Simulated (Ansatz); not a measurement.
## STM study: K(100) (Im-3m bulk, 5 atomic planes (those closer than 0.6 Å count as one), 10 Å)

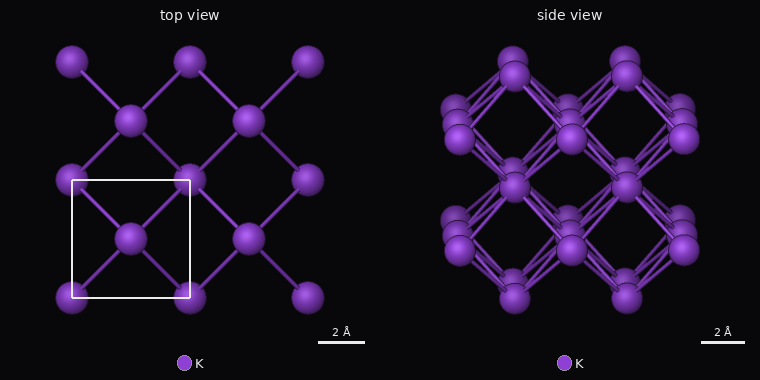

The relaxed structure from above and from the side.

These are results of DFT PBE, scalar-relativistic, plane waves, PAW in Ansatz 0.2.0, not measurements. Cutoff 420 eV, 16 × 16 k-points, Gaussian smearing 0.1 eV, dipole correction. The slab is a cut without reconstruction beyond its cell, at the source's lattice constants, with its lower half held fixed and the rest relaxed. No spin polarisation. The run warns that the functional's potential is rough in the thin density of the vacuum, where the tip is; weak contrasts and barriers may feel it.

Tersoff–Hamann simulation (s-wave tip); biases are sample biases. Bias windows are sharp sums over the levels of the k mesh.

```
CELL_PARAMETERS angstrom
5.23600 0.00000 0.00000
0.00000 5.23600 0.00000
0.00000 0.00000 30.47200
ATOMIC_POSITIONS crystal
K 0.50000 0.50000 0.32817
K 0.00000 0.00000 0.41409
K 0.50000 0.50000 0.50000
K 0.00000 0.00000 0.58591
K 0.50000 0.50000 0.67183
```

Part 1: One image

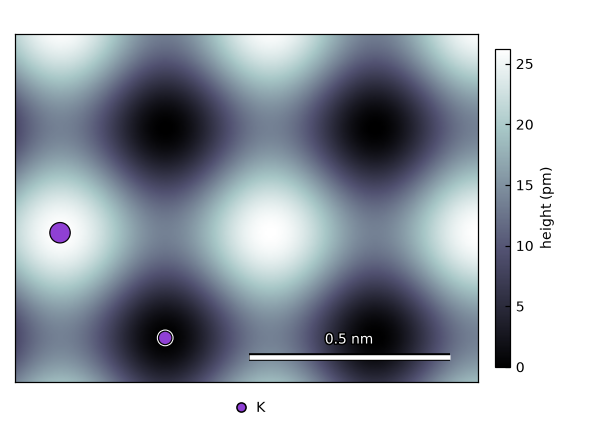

Constant-current image at a set point of 1.0 × 10⁻⁴ e/Å³ of this surface, sample bias −0.50 V. The atoms seen from above are drawn over one corner (deeper ones smaller).

**Assign the bright and dark features to the surface structure.**

The brightest spots lie over the top K atoms; the darkest points are over the sites above the K atoms 2.6 Å below the top plane. The corrugation is 26 pm at a mean tip height of 4.0 Å.

Part 2: Approach curves

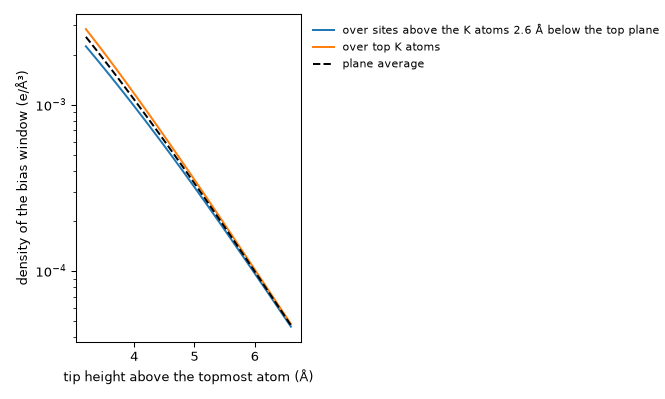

Approach curves over this surface at a sample bias of +1.00 V.

**How fast does the current decay, and what apparent barrier height does that imply?**

Near 4 Å the plane average falls as exp(−1.12 z/Å), a factor of 3.1 per ångström, which gives an apparent barrier of 1.2 eV (0.952 eV Å² times the slope squared). The vacuum level lies 2.18 eV above zero bias. The upper edge of the window lies 1.18 eV under it. The curve is still bending at 4 Å, since the potential hasn't yet risen to the vacuum level: further out the slope reaches 1.24 per Å, an apparent barrier of 1.5 eV. That far value is close to 1.18 eV. At 4 Å the 0.50 eV of states nearest the upper edge carry 68 % of the density.

Part 3: Barrier map

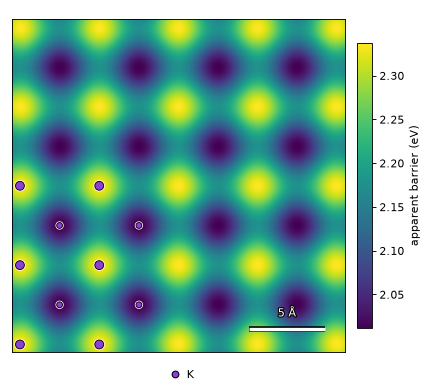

Map of the apparent barrier height, 0.952 eV Å² × (d ln I/dz)², 3.8 Å above this surface at −0.25 V; lighter colours are higher.

**Where is the apparent barrier highest and lowest, and over what range?**

It is highest, 2.3 eV, over the top K atoms, and lowest, 2.0 eV, over the sites above the K atoms 2.6 Å below the top plane. The vacuum level lies 2.18 eV above zero bias.

Part 4: Bias series

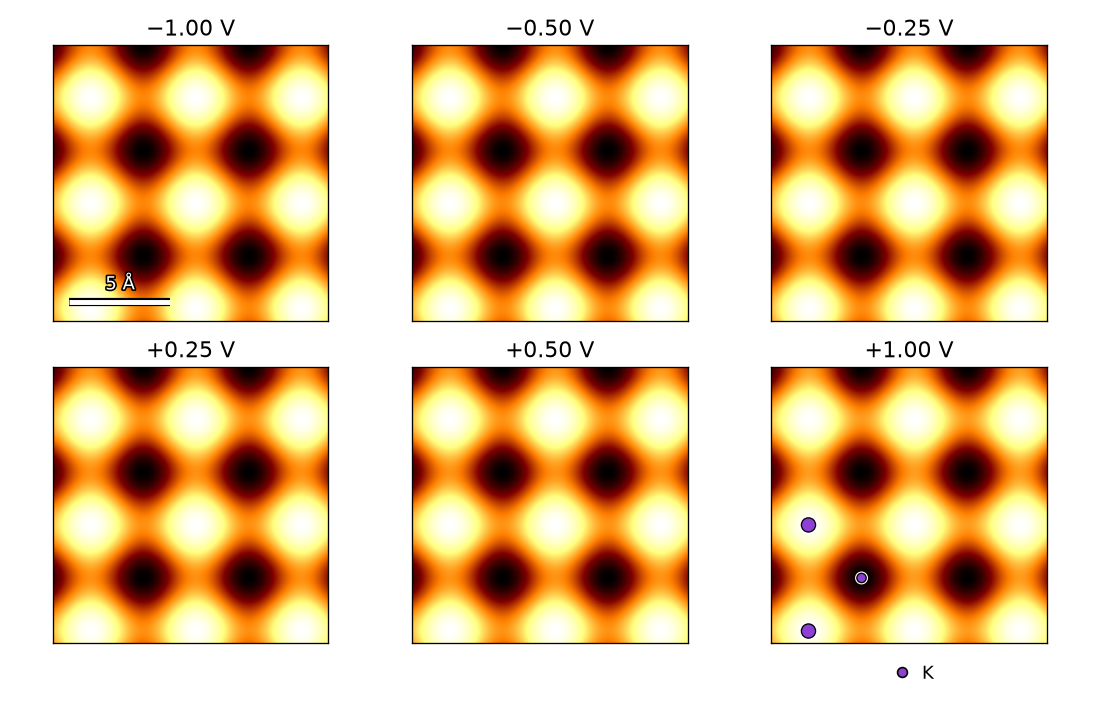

Constant-current images of this surface at 6 sample biases, each on its own colour scale; the last has the atoms seen from above drawn over one corner (deeper ones smaller).

**How do the images change with bias?**

```csv
bias,set point (e/Å³),corrugation,brightest over
−1.00 V,1.7 × 10⁻⁴,24 pm,top K atoms
−0.50 V,1.0 × 10⁻⁴,26 pm,top K atoms
−0.25 V,4.4 × 10⁻⁵,30 pm,top K atoms
+0.25 V,1.8 × 10⁻⁴,22 pm,top K atoms
+0.50 V,3.4 × 10⁻⁴,26 pm,top K atoms
+1.00 V,1.1 × 10⁻³,16 pm,top K atoms
```

The slab has states at the Fermi level, so this model gives a current down to small biases. Its work function (top face) is 2.18 eV.

The weakest contrasts here depend on the k mesh and on the tip.
